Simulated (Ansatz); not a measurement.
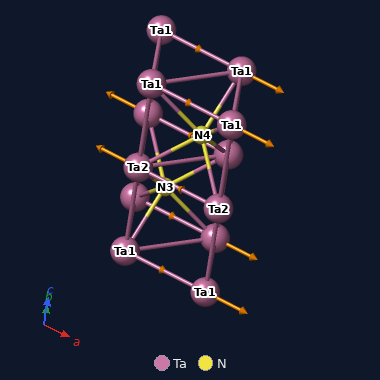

The system is TaN (P6_3/mmc, No. 194; 4 atoms in the cell); the picture shows the reference structure; orange arrows give the pattern of the mode. The energy is mapped over a normal mode and a strain (zone-centre modes of the 4-atom cell of this scan) (x along [1 0 0], y along [1 2 0], z along [0 0 1] of the conventional cell). First axis: amplitude of mode 4 (149 cm⁻¹), largest displacement in the unstrained cell. Second axis: equal normal strain along x and y. Nothing is relaxed (the pattern is fixed in fractional coordinates). Grid: 7 × 7 points; 28 points were computed and 21 follow by symmetry. Points are written as (first, second). All energies are given in eV per cell relative to the lowest grid point. Method: DFT PBEsol, scalar-relativistic, plane waves, PAW (Ansatz 0.2.0). Settings: cutoff 520 eV, k-mesh 15×15×8 in the order of the run's cell vectors, gaussian smearing 0.15 eV, no spin polarisation.

Its coordinates:

```yaml
crystal:
  lattice:
    - [2.88918, 0.00000, 0.00000]
    - [-1.44459, 2.50210, 0.00000]
    - [0.00000, 0.00000, 5.86002]
  atoms:
    - { symbol: Ta, position: [0.00000, 0.00000, 0.00000] }
    - { symbol: Ta, position: [0.00000, 0.00000, 0.50000] }
    - { symbol: N, position: [0.33333, 0.66667, 0.25000] }
    - { symbol: N, position: [0.66667, 0.33333, 0.75000] }
```

Range: amplitude of mode 4 (149 cm⁻¹), largest displacement in the unstrained cell from −0.142 to 0.142 Å; equal normal strain along x and y from −4.00 to 4.00 %.

What will the energy surface look like?

The lowest grid point is at (0.000 Å, 0.00 %). It is the only kind of minimum in the scanned range. The highest grid point, (−0.142 Å, −4.00 %), lies 0.738 eV above the lowest.

```
second ↓, first →  −0.142  −0.095  −0.047  0.000  0.047  0.095  0.142
             4.00   0.559   0.428   0.347  0.320  0.347  0.428  0.559
             2.67   0.405   0.264   0.177  0.147  0.177  0.264  0.405
             1.33   0.312   0.161   0.069  0.037  0.069  0.161  0.312
             0.00   0.291   0.131   0.033  0.000  0.033  0.131  0.291
            −1.33   0.349   0.180   0.077  0.042  0.077  0.180  0.349
            −2.67   0.495   0.319   0.211  0.175  0.211  0.319  0.495
            −4.00   0.738   0.554   0.442  0.404  0.442  0.554  0.738
```

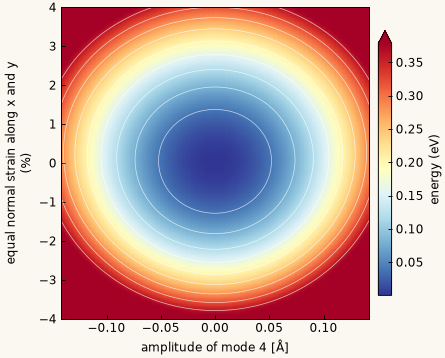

Drawn: a smooth colour map with a few white contour lines, one colour for all values above the top of the scale. Between grid points the surface is interpolated.

Time for the 28 points that were run: 12 min on 2 threads of Arm Neoverse N1, with other jobs on the host.

PAW datasets: the set soft_1.
